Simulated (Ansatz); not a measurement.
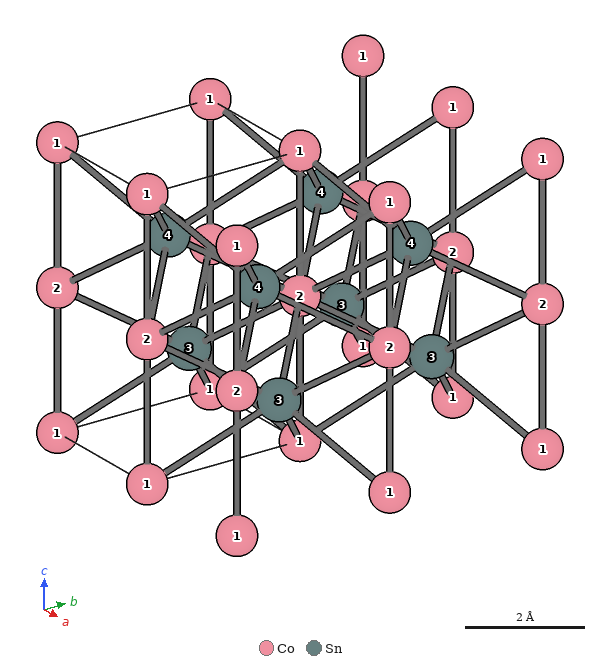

This is a symmetric starting cell of CoSn (made from another compound by putting Co in place of Cu). Style: ball-and-stick. Shown: the cell of the calculation, repeated 2 × 2 × 1 with one cell outlined, slightly off an axis.

These are results of Ansatz 0.2.0, DFT PBE, scalar-relativistic, plane waves, PAW, not measurements. (plane-wave cutoff 420 eV; k-point mesh 12 × 12 × 8; occupations gaussian; smearing width 0.1 eV; collinear spin)

Now this is done to it. All lengths are scaled by −1.7 % (volume −4.9 %), the atoms keeping their fractional coordinates. No relaxation follows. The starting cell wasn't computed here and needn't be at equilibrium, so pressure and forces aren't due to the change alone.

Q: Predict the response.

A: Some distances before and after: Co–Sn 2.697 → 2.652 Å, Co–Co 2.509 → 2.468 Å. The space group stays P6_3/mmc (No. 194). The pressure is −1.0 GPa (not all of it need come from the change, since the unchanged cell can be under pressure at this level too). The principal stresses (compression positive) are −1.2 GPa along c and −0.8 GPa across it. All forces vanish by symmetry.

Drawn alike, the variant:

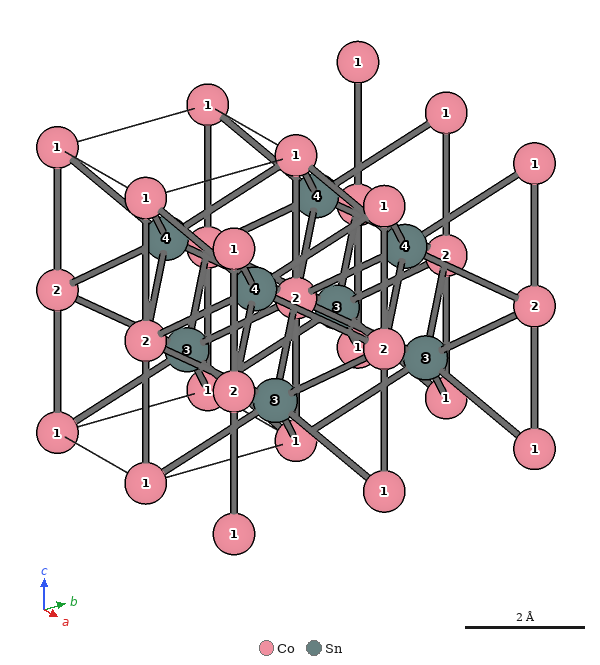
